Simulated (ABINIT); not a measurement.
# Geometry relaxation, with input and output: TiB₂ (part 3 of 3)

Continued. System: TiB₂ (P6/mmm, 3 atoms in the cell). Method: Kohn-Sham DFT of a periodic cell, LDA, JTH PAW PBE v2.0, no spin polarisation (ABINIT 10.8.3); cutoff 489.81 eV, 10×10×8 k-mesh, fermi-dirac of 0.05 eV. The structure derives from an entry of the Crystallography Open Database.

### What the program printed, continued
```
---SELF-CONSISTENT-FIELD CONVERGENCE--------------------------------------------

--- !BeginCycle
iteration_state: {dtset: 1, itime: 5, icycle: 1, }
solver: {iscf: 17, nstep: 100, nline: 4, wfoptalg: 10, }
tolerances: {tolvrs: 1.00E-09, }
...

     iter   Etot(hartree)      deltaE(h)  residm     nres2
 ETOT  1  -64.582196252361    -6.458E+01 1.837E-04 1.206E-03
 ETOT  2  -64.582194681553     1.571E-06 1.457E-06 2.274E-04
 ETOT  3  -64.582194337641     3.439E-07 6.331E-07 8.786E-05
 ETOT  4  -64.582194138638     1.990E-07 2.579E-07 7.095E-07
 ETOT  5  -64.582194148487    -9.849E-09 9.419E-08 3.074E-08
 ETOT  6  -64.582194148549    -6.166E-11 1.854E-08 3.026E-09
 ETOT  7  -64.582194148549     2.132E-13 7.304E-08 3.318E-10

 At SCF step    7       nres2   =  3.32E-10 < tolvrs=  1.00E-09 =>converged.

 Cartesian components of stress tensor (hartree/bohr^3)
  sigma(1 1)= -8.79828087E-08  sigma(3 2)=  0.00000000E+00
  sigma(2 2)= -8.79836012E-08  sigma(3 1)=  0.00000000E+00
  sigma(3 3)= -2.16406994E-08  sigma(2 1)=  0.00000000E+00

--- !ResultsGS
iteration_state: {dtset: 1, itime: 5, icycle: 1, }
comment   : Summary of ground state results
lattice_vectors:
- [  5.6629104,   0.0000000,   0.0000000, ]
- [ -2.8314552,   4.9042243,   0.0000000, ]
- [  0.0000000,   0.0000000,   5.9881676, ]
lattice_lengths: [   5.66291,    5.66291,    5.98817, ]
lattice_angles: [ 90.000,  90.000, 120.000, ] # degrees, (23, 13, 12)
lattice_volume:   1.6630448E+02
convergence: {deltae:  2.132E-13, res2:  3.318E-10, residm:  7.304E-08, diffor: null, }
etotal    :  -6.45821941E+01
entropy   :   0.00000000E+00
fermie    :   3.70220475E-01
cartesian_stress_tensor: # hartree/bohr^3
- [ -8.79828087E-08,   0.00000000E+00,   0.00000000E+00, ]
- [  0.00000000E+00,  -8.79836012E-08,   0.00000000E+00, ]
- [  0.00000000E+00,   0.00000000E+00,  -2.16406994E-08, ]
pressure_GPa:   1.9379E-03
xred      :
- [  2.6416E-29,  -5.4012E-46,   0.0000E+00, Ti]
- [  6.6667E-01,   3.3333E-01,   5.0000E-01,  B]
- [  3.3333E-01,   6.6667E-01,   5.0000E-01,  B]
cartesian_forces: # hartree/bohr
- [ -7.92479786E-30,  -4.57538418E-30,  -0.00000000E+00, ]
- [ -3.16991914E-29,  -1.83015367E-29,  -0.00000000E+00, ]
- [  3.96239893E-29,   2.28769209E-29,  -0.00000000E+00, ]
force_length_stats: {min:   9.15076836E-30, max:   4.57538418E-29, mean:   3.05025612E-29, }
...

 Integrated electronic density in atomic spheres:
 ------------------------------------------------
 Atom  Sphere_radius  Integrated_density
    1        2.30803         10.46442988
    2        1.70617          1.95932923
    3        1.70617          1.95932923

---OUTPUT-----------------------------------------------------------------------

 Cartesian coordinates (xcart) [bohr]
  1.49593251000901E-28 -2.64886039179178E-45  0.00000000000000E+00
  2.83145520962378E+00  1.63474142750403E+00  2.99408378822942E+00
  8.06693057773075E-17  3.26948285500807E+00  2.99408378822942E+00
 Reduced coordinates (xred)
  2.64163195116863E-29 -5.40118118422379E-46  0.00000000000000E+00
  6.66666666666666E-01  3.33333333333333E-01  5.00000000000000E-01
  3.33333333333333E-01  6.66666666666666E-01  5.00000000000000E-01
 Cartesian forces (fcart) [Ha/bohr]; max,rms= 3.96240E-29 1.97679E-29 (free atoms)
 -7.92479786248664E-30 -4.57538417909782E-30 -0.00000000000000E+00
 -3.16991914499466E-29 -1.83015367163913E-29 -0.00000000000000E+00
  3.96239893124332E-29  2.28769208954891E-29 -0.00000000000000E+00
 Gradient of E wrt nuclear positions in reduced coordinates (gred)
  4.48774203859065E-29  2.47730608737870E-45  0.00000000000000E+00
  1.79509681543626E-28  9.90922434951480E-45  0.00000000000000E+00
 -2.24387101929532E-28  1.23644788091049E-44 -0.00000000000000E+00
 Scale of Primitive Cell (acell) [bohr]
  5.66291041924757E+00  5.66291041932389E+00  5.98816757645884E+00
 Real space primitive translations (rprimd) [bohr]
  5.66291041924757E+00  0.00000000000000E+00  0.00000000000000E+00
 -2.83145520962378E+00  4.90422428251210E+00  0.00000000000000E+00
  0.00000000000000E+00  0.00000000000000E+00  5.98816757645884E+00
 Unitary Cell Volume (ucvol) [Bohr^3]=  1.66304484497181E+02
 Angles (23,13,12)= [degrees]
  9.00000000000000E+01  9.00000000000000E+01  1.19999999999554E+02
 Lengths [Bohr]
  5.66291041924757E+00  5.66291041932389E+00  5.98816757645884E+00
 Stress tensor in cartesian coordinates (strten) [Ha/bohr^3]
 -8.79828086879086E-08  0.00000000000000E+00  0.00000000000000E+00
  0.00000000000000E+00 -8.79836012344926E-08  0.00000000000000E+00
  0.00000000000000E+00  0.00000000000000E+00 -2.16406993956697E-08
 Total energy (etotal) [Ha]= -6.45821941485486E+01

 Difference of energy with previous step (new-old):
           Absolute (Ha)=-8.37488E-07
           Relative     =-1.29678E-08

 At Broyd/MD step   5, gradients are converged :
  max grad (force/stress) = 8.7984E-06 < tolmxf= 5.0000E-05 ha/bohr (free atoms)

================================================================================

 ----iterations are completed or convergence reached----

 Mean square residual over all n,k,spin=   97.293E-12; max=  73.035E-09
 reduced coordinates (array xred) for    3 atoms
       0.000000000000     -0.000000000000      0.000000000000
       0.666666666667      0.333333333333      0.500000000000
       0.333333333333      0.666666666667      0.500000000000
 rms dE/dt=  1.0035E-28; max dE/dt=  1.3463E-28; dE/dt below (all hartree)
    1       0.000000000000      0.000000000000      0.000000000000
    2       0.000000000000      0.000000000000      0.000000000000
    3      -0.000000000000      0.000000000000      0.000000000000

 cartesian coordinates (angstrom) at end:
    1      0.00000000000000    -0.00000000000000     0.00000000000000
    2      1.49834156960899     0.86506790856730     1.58440090719026
    3      0.00000000000000     1.73013581713460     1.58440090719026

 cartesian forces (hartree/bohr) at end:
    1     -0.00000000000000    -0.00000000000000    -0.00000000000000
    2     -0.00000000000000    -0.00000000000000    -0.00000000000000
    3      0.00000000000000     0.00000000000000    -0.00000000000000
 frms,max,avg= 1.9767919E-29 3.9623989E-29   0.000E+00  0.000E+00  0.000E+00 h/b

 cartesian forces (eV/Angstrom) at end:
    1     -0.00000000000000    -0.00000000000000    -0.00000000000000
    2     -0.00000000000000    -0.00000000000000    -0.00000000000000
    3      0.00000000000000     0.00000000000000    -0.00000000000000
 frms,max,avg= 1.0165073E-27 2.0375475E-27   0.000E+00  0.000E+00  0.000E+00 e/A
 length scales=  5.662910419248  5.662910419324  5.988167576459 bohr
              =  2.996683139218  2.996683139258  3.168801814381 angstroms
 Fermi (or HOMO) energy (hartree) =   0.37022   Average Vxc (hartree)=  -0.46686
 Eigenvalues (hartree) for nkpt=  70  k points:
 kpt#   1, nband= 13, wtk=  0.00125, kpt=  0.0000  0.0000  0.0000 (reduced coord)
  -1.69353   -0.83597   -0.82379   -0.82379   -0.12400    0.27249    0.27249    0.29222
   0.29299    0.44657    0.44657    0.51552    0.51552
      occupation numbers for kpt#   1
   2.00000    2.00000    2.00000    2.00000    2.00000    2.00000    2.00000    2.00000
   2.00000    0.00000    0.00000    0.00000    0.00000
 prteigrs : prtvol=0 or 1, do not print more k-points.

--- !EnergyTerms
iteration_state     : {dtset: 1, itime: 5, icycle: 1, }
comment             : Components of total free energy in Hartree
kinetic             :  1.15649336532990E+01
hartree             :  1.12611925721396E+01
xc                  : -5.64180433270601E+00
Ewald energy        : -5.20014088694241E+01
psp_core            :  3.66764221499131E+00
local_psp           : -3.35061918550429E+01
PAW spherical_terms :  7.36893273256758E-02
internal            : -6.45819472894174E+01
'-kT*entropy'       : -2.44243600724295E-04
total_energy        : -6.45821915330181E+01
total_energy_eV     : -1.75737095841688E+03
...

--- !EnergyTermsDC
iteration_state     : {dtset: 1, itime: 5, icycle: 1, }
comment             : '"Double-counting" decomposition of free energy'
band_energy         : -6.63789481772636E+00
Ewald energy        : -5.20014088694241E+01
psp_core            :  3.66764221499131E+00
xc_dc               : -1.02362001226916E+01
PAW spherical_terms :  6.25911689902939E-01
internal            : -6.45819499049479E+01
'-kT*entropy'       : -2.44243600724295E-04
total_energy_dc     : -6.45821941485486E+01
total_energy_dc_eV  : -1.75737102958909E+03
...

--- !EnergyTermsWithPAWCore
iteration_state     : {dtset: 1, itime: 5, icycle: 1, }
comment             : 'Components of total free energy, including PAW core contributions'
Total energy        : -9.01368878132686E+02
Total energy DC     : -9.01368880748217E+02
Total energy (eV)   : -2.45274966929751E+04
Total energy DC (eV): -2.45274967641473E+04
...

 Cartesian components of stress tensor (hartree/bohr^3)
  sigma(1 1)= -8.79828087E-08  sigma(3 2)=  0.00000000E+00
  sigma(2 2)= -8.79836012E-08  sigma(3 1)=  0.00000000E+00
  sigma(3 3)= -2.16406994E-08  sigma(2 1)=  0.00000000E+00

-Cartesian components of stress tensor (GPa)         [Pressure=  1.9379E-03 GPa]
- sigma(1 1)= -2.58854360E-03  sigma(3 2)=  0.00000000E+00
- sigma(2 2)= -2.58856692E-03  sigma(3 1)=  0.00000000E+00
- sigma(3 3)= -6.36691358E-04  sigma(2 1)=  0.00000000E+00

== END DATASET(S) ==============================================================
================================================================================

 -outvars: echo values of variables after computation  --------
            acell      5.6629104192E+00  5.6629104193E+00  5.9881675765E+00 Bohr
           etotal     -6.4582194149E+01
            fcart     -7.9247978625E-30 -4.5753841791E-30 -0.0000000000E+00
                      -3.1699191450E-29 -1.8301536716E-29 -0.0000000000E+00
                       3.9623989312E-29  2.2876920895E-29 -0.0000000000E+00
            rprim      1.0000000000E+00  0.0000000000E+00  0.0000000000E+00
                      -4.9999999999E-01  8.6602540379E-01  0.0000000000E+00
                       0.0000000000E+00  0.0000000000E+00  1.0000000000E+00
           strten     -8.7982808688E-08 -8.7983601234E-08 -2.1640699396E-08
                       0.0000000000E+00  0.0000000000E+00  0.0000000000E+00
           xangst      7.9161339281E-29 -1.4017165532E-45  0.0000000000E+00
                       1.4983415696E+00  8.6506790857E-01  1.5844009072E+00
                       4.2688358208E-17  1.7301358171E+00  1.5844009072E+00
             xred      2.6416319512E-29 -5.4011811842E-46  0.0000000000E+00
                       6.6666666667E-01  3.3333333333E-01  5.0000000000E-01
                       3.3333333333E-01  6.6666666667E-01  5.0000000000E-01
 Calculation completed.
```

### Trajectory as extended XYZ (Å, eV, eV/Å), 5 frames, from step=0 to step=4
```
3
Lattice="3.0292 0.0000 0.0000 -1.5146 2.6234 0.0000 0.0000 0.0000 3.2284" Properties=species:S:1:pos:R:3:forces:R:3 step=0 energy=-1757.33745
Ti    0.0000    0.0000    0.0000    0.0000   0.0000   0.0000
B     1.5146    0.8745    1.6142    0.0000   0.0000   0.0000
B     0.0000    1.7489    1.6142    0.0000   0.0000   0.0000
3
Lattice="2.9989 0.0000 0.0000 -1.4995 2.5972 0.0000 0.0000 0.0000 3.1926" Properties=species:S:1:pos:R:3:forces:R:3 step=1 energy=-1757.36865
Ti    0.0000    0.0000    0.0000    0.0000   0.0000   0.0000
B     1.4995    0.8657    1.5963    0.0000   0.0000   0.0000
B     0.0000    1.7314    1.5963    0.0000   0.0000   0.0000
3
Lattice="2.9936 0.0000 0.0000 -1.4968 2.5925 0.0000 0.0000 0.0000 3.1748" Properties=species:S:1:pos:R:3:forces:R:3 step=2 energy=-1757.37084
Ti    0.0000    0.0000    0.0000    0.0000   0.0000   0.0000
B     1.4968    0.8642    1.5874    0.0000   0.0000   0.0000
B     0.0000    1.7284    1.5874    0.0000   0.0000   0.0000
3
Lattice="2.9955 0.0000 0.0000 -1.4977 2.5941 0.0000 0.0000 0.0000 3.1705" Properties=species:S:1:pos:R:3:forces:R:3 step=3 energy=-1757.37101
Ti    0.0000    0.0000    0.0000    0.0000   0.0000   0.0000
B     1.4977    0.8647    1.5852    0.0000   0.0000   0.0000
B     0.0000    1.7294    1.5852    0.0000   0.0000   0.0000
3
Lattice="2.9967 0.0000 0.0000 -1.4983 2.5952 0.0000 0.0000 0.0000 3.1688" Properties=species:S:1:pos:R:3:forces:R:3 step=4 energy=-1757.37103
Ti    0.0000    0.0000    0.0000    0.0000   0.0000   0.0000
B     1.4983    0.8651    1.5844    0.0000   0.0000   0.0000
B     0.0000    1.7301    1.5844    0.0000   0.0000   0.0000
```

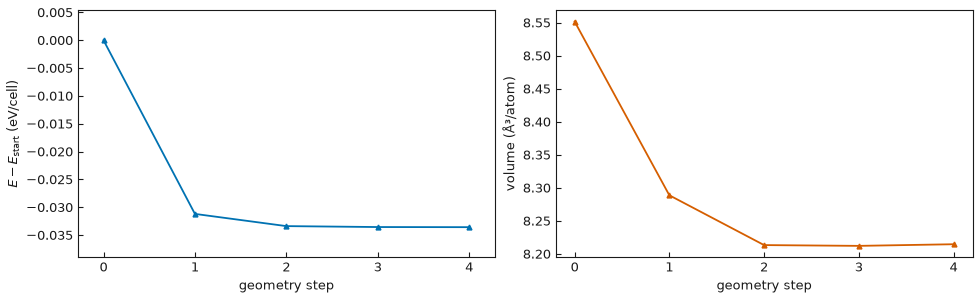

*Progress of the relaxation, step by step (steps are counted from 0).*

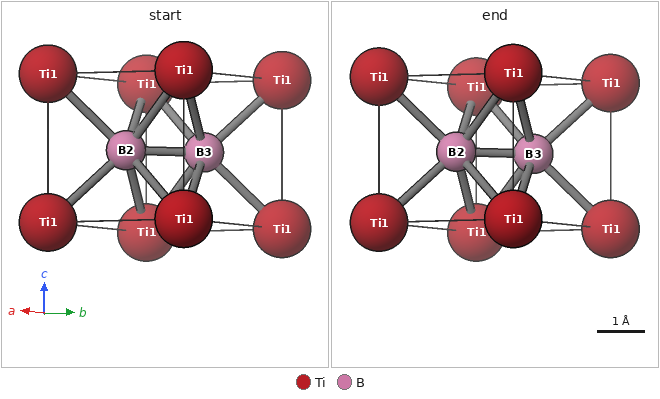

*Before (left) and after (right) the relaxation, at one scale (ball-and-stick view of the cell of the calculation, seen at an oblique angle).*

Over 4 geometry steps the energy falls by 33.6 meV per cell of the calculation. All forces vanish by symmetry, so only the cell relaxes. The atoms keep their places relative to the cell (all moves are under 0.005 Å). The volume changes by −3.9 %, with a = b 3.029 → 2.997 Å (−1.1 %), c 3.228 → 3.169 Å (−1.8 %). Among the contacts that change: Ti1–B2 2.380 → 2.346 Å, B2–B3 1.749 → 1.730 Å. The space group stays P6/mmm (No. 191). (Atoms are counted from 1 in the order of the input.)

This output came from the following input.

### Input file
```
pp_dirpath "./"
pseudos "Ti.GGA_PBE-JTH.xml, B.GGA_PBE-JTH.xml"

acell 3.0292 3.0292 3.2284 Angstrom
rprim
     1.0000000000     0.0000000000     0.0000000000
    -0.5000000000     0.8660254038     0.0000000000
     0.0000000000     0.0000000000     1.0000000000
ntypat 2
znucl 22 5
natom 3
typat 1 2 2
xred
     0.0000000000     0.0000000000     0.0000000000
     0.6666666667     0.3333333333     0.5000000000
     0.3333333333     0.6666666667     0.5000000000
chkprim 0
chksymtnons 0
tolsym 1.0e-6

ecut 18.0
pawecutdg 36.0
pawovlp -1

kptopt 1
ngkpt 10 10 8
nshiftk 1
shiftk 0.0 0.0 0.0

ixc 7

nband 13
occopt 3
tsmear 0.05 eV

nstep 100
tolvrs 1.0e-9

iomode 3
prtwf 0
prtden 0
prteig 0
prtebands 0

ionmov 22
ntime 60
tolmxf 5.0e-5
optcell 2
dilatmx 1.08
ecutsm 0.5
```

Launched with:
```bash
abinit run.abi > log 2>&1
```

### Summary

```csv
quantity,value
outcome,converged
space group (tolerance 0.01 Å),P6/mmm (191)
electrons treated,18
free energy,−1757.3710 eV
Fermi energy,10.074 eV
gap on the k-point mesh,none (metallic)
pressure,0.00 GPa
final volume,24.64 Å³
largest force (length of the vector) at the end,under 0.001 eV/Å
final cell,"a = 2.997 Å, b = 2.997 Å, c = 3.169 Å, α = 90.00°, β = 90.00°, γ = 120.00°"
hardware,"1 thread of Arm Neoverse V2, 24 GiB of memory available, shared host"
wall time,71 s
peak memory,0.1 GiB
```
